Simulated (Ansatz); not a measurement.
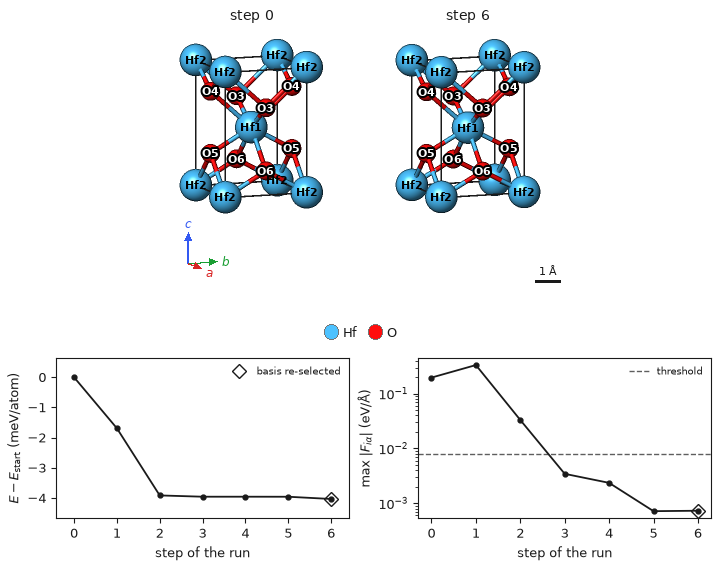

First and last geometry of a relaxation of a crystal of HfO2 (set up in Pmmn), with the history of the run. Style: ball-and-stick. Shown: the cell of the calculation, slightly off an axis.

Case: uniaxial strain along a of -4.5 %; b, c and atoms relaxed.

Theory: DFT r2SCAN, scalar-relativistic, plane waves, PAW in Ansatz 0.2.0.

Input file:
```yaml
crystal:
  lattice:
    - [3.4158672373, 0.0, 0.0]
    - [0.0, 3.6170636059, 0.0]
    - [0.0, 0.0, 5.2612040357]
  atoms:
    - { symbol: Hf, position: [0.5, 0.5, 0.4960142403] }
    - { symbol: Hf, position: [0.0, 0.0, 0.0039857597] }
    - { symbol: O, position: [0.0, 0.5, 0.6985857851] }
    - { symbol: O, position: [0.5, 0.0, 0.8014142149] }
    - { symbol: O, position: [0.5, 0.0, 0.3055891545] }
    - { symbol: O, position: [0.0, 0.5, 0.1944108455] }
basis:
  ecutwfc: 500
kpoints:
  mp_grid: { grid: [6, 6, 6] }
hamiltonian:
  xc: r2scan
scf:
  occupations: { method: gaussian, width: 0.02 }
output:
  forces: true
  stress: true
  eigenvalues: true
relax:
  adjacent_minimum: "off"
  f_tol: 0.008
  max_steps: 40
  cell: { stress_tol: 0.015, fix: [a, angles] }
```

Launched with:
```bash
ansatz run input.yaml --threads 1 --pin off --max-ram 2560MiB --backend cpu --events-out ev --progress --plain --runs-dir out
```

What do the curves and the structures tell?

It converged. The energy falls by 4.0 meV per atom in 5 accepted moves (6 points after the start). The largest force component goes from 0.2 to 0.00073 eV/Å. Pressure: 7.48 GPa at the start and 3.87 GPa at the end. At 1 point the geometry stayed and the basis and grid were re-selected for the new cell (energy shift of 0.1 meV per atom at most each time). The largest moves relative to the cell, 0.011 Å, are those of Hf1 and Hf2. Hf2 goes along +c. Largest moves by element: Hf 0.011 Å, O 0.008 Å. The volume changes by +1.3 %, with a unchanged at 3.416 Å, b 3.617 → 3.680 Å (+1.7 %), c 5.261 → 5.238 Å (−0.4 %). Near-neighbour distances that change, for instance: Hf1–O4 2.419 → 2.444 Å, Hf1–O5 2.067 → 2.084 Å, Hf1–O6 2.331 → 2.325 Å, Hf1–O3 2.013 → 2.018 Å. The space group stays Pmmn (No. 59).
